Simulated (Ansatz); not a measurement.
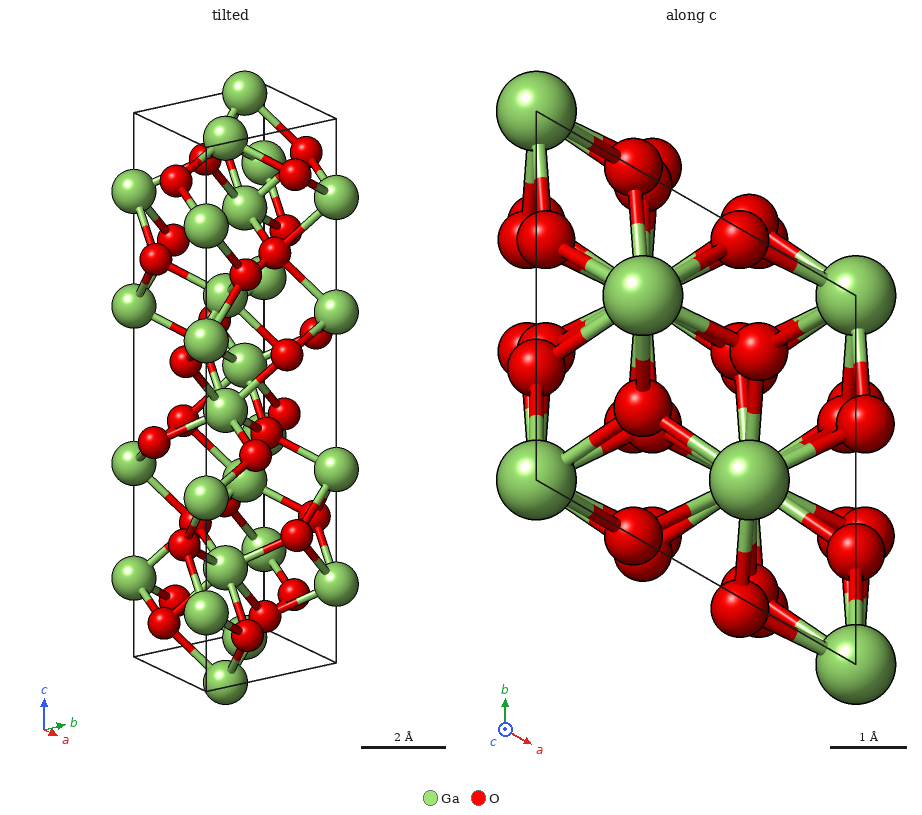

An orthographic ball-and-stick view of the structure, slightly off an axis and along the c axis. The parallelepiped is the conventional unit cell.

Ga₂O₃, space group R-3c (No. 167), a = 4.88 Å, b = 4.88 Å, c = 13.17 Å, α = 90.00°, β = 90.00°, γ = 120.00°.

Level of theory and settings: DFT, PBE, plane waves, PAW in Ansatz, plane waves to 420 eV, k-points about 0.26 Å⁻¹ apart, Fermi-Dirac smearing of 0.02 eV, no spin polarisation.

Q: Classify it as metallic or gapped, with the value.

A: An insulator at this level, with a gap of 3.53 eV, indirect; the smallest direct gap is 3.81 eV.

Q: What pressure does the calculation give for this cell?

A: The computed pressure is 26.1 GPa (compressed: it would expand). The stress isn't hydrostatic: its largest component is 27.2 GPa.

Starting structure: a structure listed in the Materials Project. The cell was then strained or its atoms displaced on purpose. It was run through Ansatz as a DFT input.

At this level of theory the run's own cell isn't at rest (compressed, at 26 GPa), so its distances can differ from those at equilibrium, the more so the softer the solid.
